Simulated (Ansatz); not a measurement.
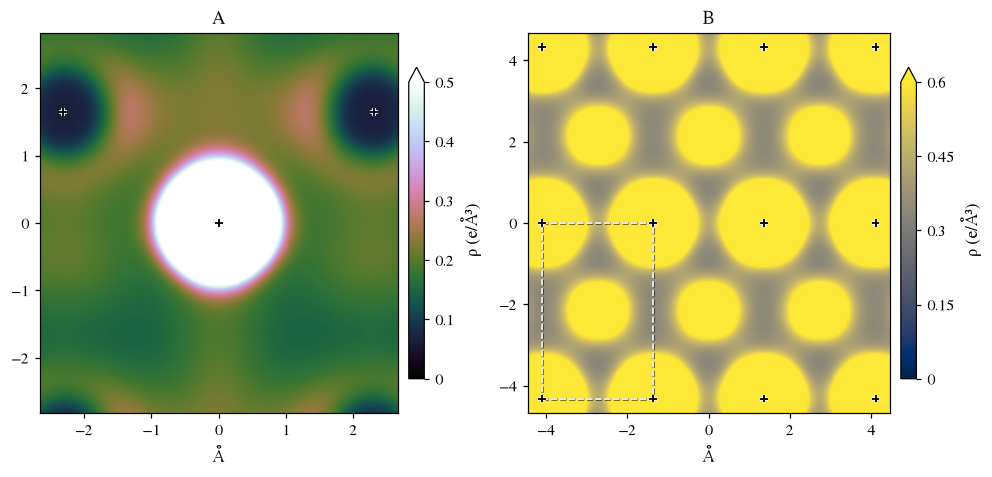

The valence charge density (pseudo) of 2 systems, each on a plane through atoms (crosses mark nuclei in the plane).

The calculation used Ansatz 0.2.0, Kohn-Sham DFT of a periodic cell, PBEsol, Ansatz PAW.

System 1: Os, the (100) plane of the conventional cell. Space group P6₃/mmc; computed pressure about −3 GPa in this cell.

System 2: TiAl, the (110) plane of the conventional cell. Space group P-6m2; a structure from a database of computed crystals, not necessarily the ambient phase.

Match each panel to its system.

Answer. Panel A is system 2, TiAl: the plane holds Ti and Al. Ti–Al (2.83 Å): ρ is about 0.21 e/Å³ halfway. Panel B is system 1, Os: the plane holds Os. Os–Os (2.73 Å): the density is about 0.45 e/Å³ at the midpoint.
